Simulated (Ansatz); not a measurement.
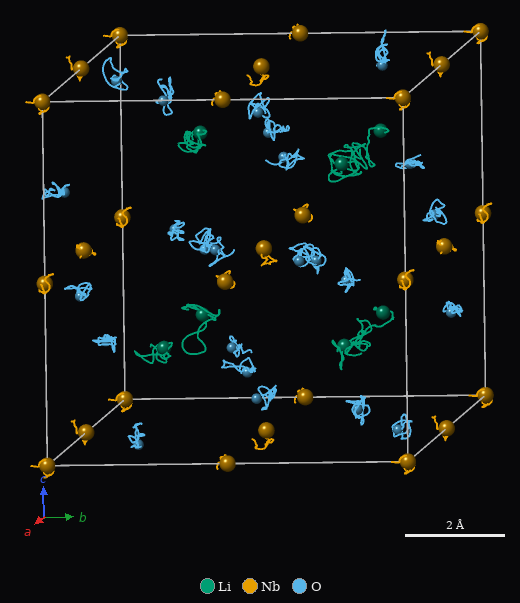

First-principles dynamics of LiNbO3 with a Li vacancy (39 atoms in the cell, charge -1), 400 fs long. Lines trace each atom's path, in the colour of its element; spheres stand at the starting positions. Seen slightly off an axis in the simulation cell.

Computed with DFT PBEsol, scalar-relativistic, plane waves, PAW in Ansatz 0.2.0. Settings: plane-wave cutoff 420 eV; k-point mesh 2 × 2 × 2; Fermi-Dirac smearing 0.05 eV; low-accuracy preset; Langevin thermostat (NVT); set temperature 900 K; time step 1 fs; friction 0.02 per fs.

**Describe the motion.**

Root-mean-square distances from the starting positions over the second half, with the common drift of all atoms taken out: Li 0.71 Å, O 0.29 Å, Nb 0.28 Å. Against the typical shortest distance between atoms in the first frame, about 1.9 Å, the Li atoms wander away from their sites and keep going, while the Nb and O atoms only vibrate.

Limits of the set-up: the program's low-accuracy preset was used; the periodic images lie only 7.6 Å apart, so the values are limited by the cell's size; the cell is charged, on a uniform background, and energies carry no finite-size correction.

Cost: 16 min on 4 threads of AMD EPYC 9R45 96-Core Processor (Zen 5), on a shared host, peak memory 2.3 GiB.
